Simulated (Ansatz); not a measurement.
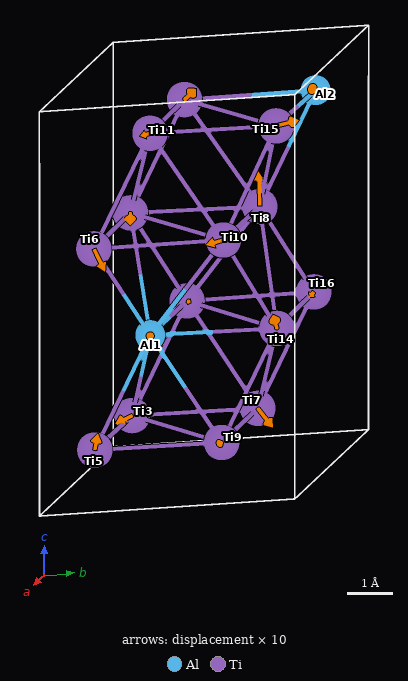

A relaxation of a crystal of Ti₇Al (a generated structure, set up in P1) (coarse preliminary run). The starting structure is drawn; orange arrows show the displacements (the part carried along by the change of the cell is left out), 10 times their true length.

The picture is a ball-and-stick view of the cell of the calculation, seen slightly off an axis.

Case: elements placed on the hcp lattice with unlike neighbours.

These are results of DFT PBE, scalar-relativistic, plane waves, PAW in Ansatz 0.2.0, not measurements. Set-up: plane-wave cutoff 420 eV; k-point mesh 3 × 3 × 2; occupations gaussian; smearing width 0.1 eV; mesh shifted by (0, 0, 0.5); no spin polarisation; cell and atoms relaxed; force threshold 0.04 eV/Å; at most 50 steps.

### Which element moves most?

Titanium: up to 0.081 Å, against 0.037 Å for aluminium.

### What happened in the run?

Over 2 accepted moves (4 points after the start) the energy falls by 8.1 meV per atom. Largest force component: 0.5 eV/Å at the start, 0.017 eV/Å at the end. Pressure: −0.79 GPa at the start and −0.10 GPa at the end. The line search rejected the trial step at point 1 of the run. At 1 point the geometry stayed and the basis and grid were re-selected for the new cell (energy shift of less than 0.05 meV per atom at most each time). A Ti atom moves most relative to the cell: 0.081 Å roughly along [−1 0 3]. Largest moves by element: Ti 0.081 Å, Al 0.037 Å. Cell: a = b unchanged at 5.844 Å, c 9.351 → 9.294 Å (−0.6 %). Volume −0.7 %. Near-neighbour distances that change, for instance: Ti–Ti 2.872 → 2.959 Å, Ti–Ti 2.973 → 2.886 Å, Ti–Ti 2.934 → 2.854 Å, Al–Ti 2.908 → 2.829 Å. Within 0.06 Å the space group is P1 at the start and Fmm2 at the end; at a tighter tolerance small leftover displacements or strains of the cell lower it.
